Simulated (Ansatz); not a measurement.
## Electronic structure of KBr in real space

```cif
data_structure
_symmetry_space_group_name_H-M 'P 1'
_symmetry_Int_Tables_number 1
_cell_length_a 4.1483
_cell_length_b 4.1483
_cell_length_c 4.1483
_cell_angle_alpha 90.000
_cell_angle_beta 90.000
_cell_angle_gamma 90.000
_cell_volume 71.39
loop_
_atom_site_label
_atom_site_type_symbol
_atom_site_fract_x
_atom_site_fract_y
_atom_site_fract_z
_atom_site_occupancy
K1 K 0.00000 0.00000 0.00000 1
Br1 Br 0.50000 0.50000 0.50000 1
```

Space group Pm-3m.

Level of theory: Ansatz 0.2.0, DFT r2SCAN, scalar-relativistic, plane waves, PAW.

Core electrons are frozen (PAW), and the valence fields are smoothed inside the atomic spheres.

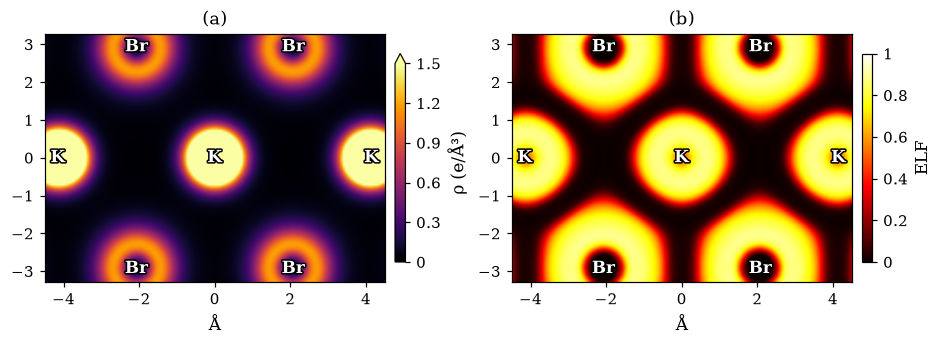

Figure 1. (a) valence pseudo-density; (b) electron localisation function on the (101) plane of the conventional cell.

### What do the fields say about this system?

The section cuts through K and Br sites. K–Br (3.59 Å): ρ at the midpoint is about 0.05 e/Å³, with its minimum of 0.04 e/Å³ about 1.6 Å from K; the ELF is about 0.10 at the midpoint; an ionic contact with no shared pair. Between the atoms the lowest density in this plane is 0.008 e/Å³. The features right at K lie inside the PAW spheres, where the map follows smoothed inner orbitals and isn't to be read closely.

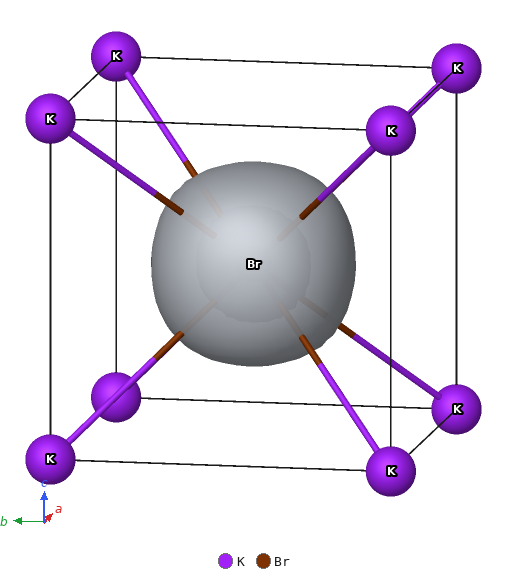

Figure 2. Isosurface of the ELF at 0.8 (grey), seen at an oblique angle. Only the valence region is drawn (cores and ρ < 0.01 e/Å³ removed). Sticks mark near contacts.

### Identify the bonds, lone pairs and shells in this picture.

The surface consists of one region wrapped around Br (its valence shell), counted in one cell of 2 atoms. Any copies at cell faces, edges or corners count once.

### Does the calculation make it a metal, or give it a gap?

It is gapped, with a Kohn–Sham gap of 4.4 eV on the k-point mesh (the band edges may lie off the mesh, which would make the gap smaller).
